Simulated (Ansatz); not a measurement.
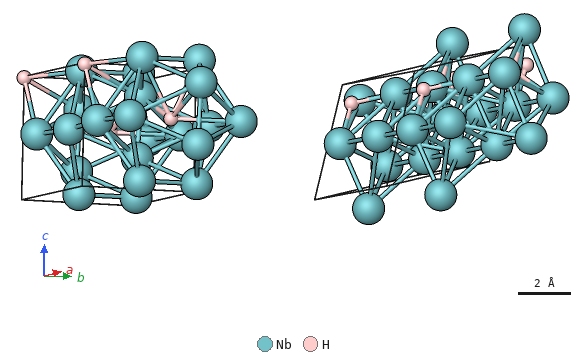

Two geometries of solid Nb$_{3}$H (built on the A15_223 type) (coarse preliminary run), drawn at one scale. One is the start of a relaxation, the other its converged end. The picture is a ball-and-stick view of the cell of the calculation, repeated 2 × 1 × 1 with one cell outlined, seen from a free direction.

Method: DFT PBE, scalar-relativistic, plane waves, PAW in Ansatz 0.2.0. (plane-wave cutoff 420 eV; k-point mesh 6 × 6 × 6; occupations gaussian; smearing width 0.1 eV; no spin polarisation; cell and atoms relaxed; force threshold 0.015 eV/Å; at most 120 steps)

Question: Which one is relaxed?

Answer: The right one is the relaxed one. Case: A15 type (Pm-3n, No. 223); cell x1, atoms moved at random (sigma 0.05 Å) and cell strained at random (1.5 %), then relaxed without symmetry. Over 20 accepted moves (22 points after the start) the energy falls by 870 meV per atom. The largest force component goes from 1.2 to 0.0081 eV/Å. The pressure goes from 3.31 to 0.04 GPa. The SCF was repeated twice at an unchanged geometry on a basis and grid sized afresh for the cell, which shifted the energy by 5.0 meV per atom at most. An H atom moves most relative to the cell: 1.73 Å roughly along [1 1 3]. Largest moves by element: H 1.73 Å, Nb 1.10 Å. The drawn cell changes as follows: a 5.042 → 5.865 Å (+16.3 %), b 4.988 → 4.743 Å (−4.9 %), c 4.858 → 4.751 Å (−2.2 %), α 88.6° → 60.2°, β 88.8° → 90.1°, γ 91.2° → 90.1°; the volume changes by −6.1 %. Among the contacts that change: Nb–Nb 5.565 → 2.963 Å, Nb–Nb 5.414 → 2.876 Å, H–Nb 2.734 → 4.568 Å, Nb–Nb 4.599 → 2.879 Å. New bonds form: H–Nb (2.81 → 1.91 Å), Nb–Nb (4.44 → 2.88 Å), Nb–Nb (4.49 → 3.00 Å), Nb–Nb (4.59 → 2.90 Å). Within 0.06 Å the space group is P1 at the start and C2/c at the end; at a tighter tolerance small leftover displacements or strains of the cell lower it.

Limits of the set-up: layers or molecules are held without a dispersion correction, so their spacing is unreliable.
